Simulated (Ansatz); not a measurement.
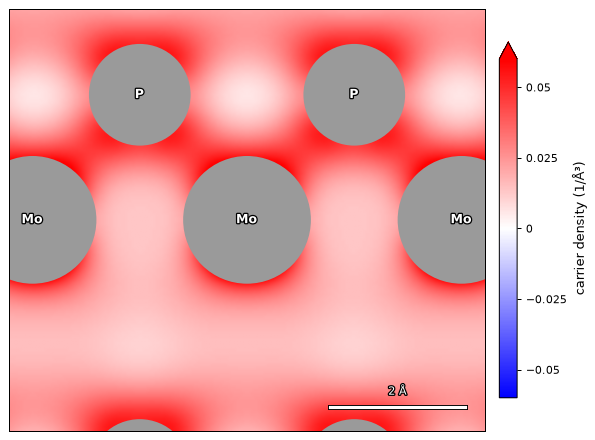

Figure. MoP. Where the extra electron sits when 0.2 electron is added to the 2-atom cell of the calculation (uniform compensating background, atoms fixed); the change of density for each carrier, counted positive where the carrier is: a map on the (110) plane of the conventional cell, with grey discs over the atomic cores. Cores are masked to 1.0 Å (Mo) and 0.8 Å (P).

Space group P-6m2; the calculation finds a residual pressure of about −7 GPa at this fixed cell.

All numbers below come from DFT LDA, scalar-relativistic, plane waves, PAW in Ansatz 0.2.0.

Core electrons are frozen (PAW), so the fields are smoothed inside the atomic spheres.

```xyz
2
Lattice="3.2230 0.0000 0.0000 -1.6115 2.7912 0.0000 0.0000 0.0000 3.1910" Properties=species:S:1:pos:R:3 pbc="T T T"
Mo    0.0000    0.0000    0.0000
P     0.0000    1.8608    1.5955
```

> Where does the doped charge go?

The added electron is spread through the whole cell, and no element is preferred much beyond its share of the volume, though the map shows lobes and thin regions outside the cores.
Over the whole cell, outside the cores, it is densest at the edge of the masked cores of Mo and P.
The counter-flow of charge adds up to under 0.1 e for each carrier.
These are shares of the net change, screening included; the states that take the carrier can be more concentrated.
This is very heavy doping, far beyond the dilute limit.
